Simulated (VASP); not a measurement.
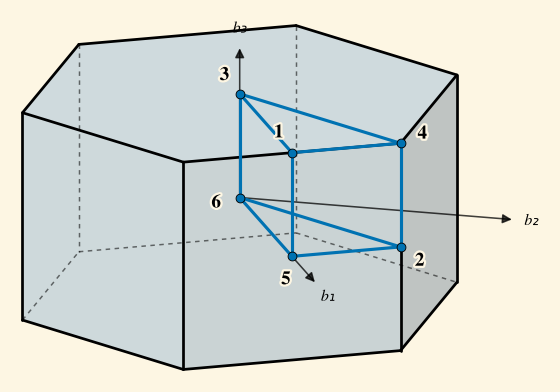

Crystal: Ta2N, coordinates from a relaxation with VASP 6.6.1, VASP Kohn-Sham DFT of a periodic cell, LDA, VASP PAW LDA potentials, recommended. The first Brillouin zone of a primitive hexagonal lattice (hP; extended symbol hP2) is drawn with its special points numbered. Symmetry computed with spglib at a tolerance of 0.002 Å; standard conventional cell.

a = 3.079 Å, b = 3.079 Å, c = 4.769 Å, α = 90.00°, β = 90.00°, γ = 120.00°.

Labels and path follow the convention of Hinuma et al. (2017), as computed by seekpath; the arrows show the directions of the reciprocal primitive vectors b₁, b₂, b₃, in which coordinates are given.

Question: Give the label and coordinates of each numbered point.

Answer:
| no. | label | coordinates |
| --- | --- | --- |
| 1 | L | (1/2, 0, 1/2) |
| 2 | K | (1/3, 1/3, 0) |
| 3 | A | (0, 0, 1/2) |
| 4 | H | (1/3, 1/3, 1/2) |
| 5 | M | (1/2, 0, 0) |
| 6 | Γ | (0, 0, 0) |
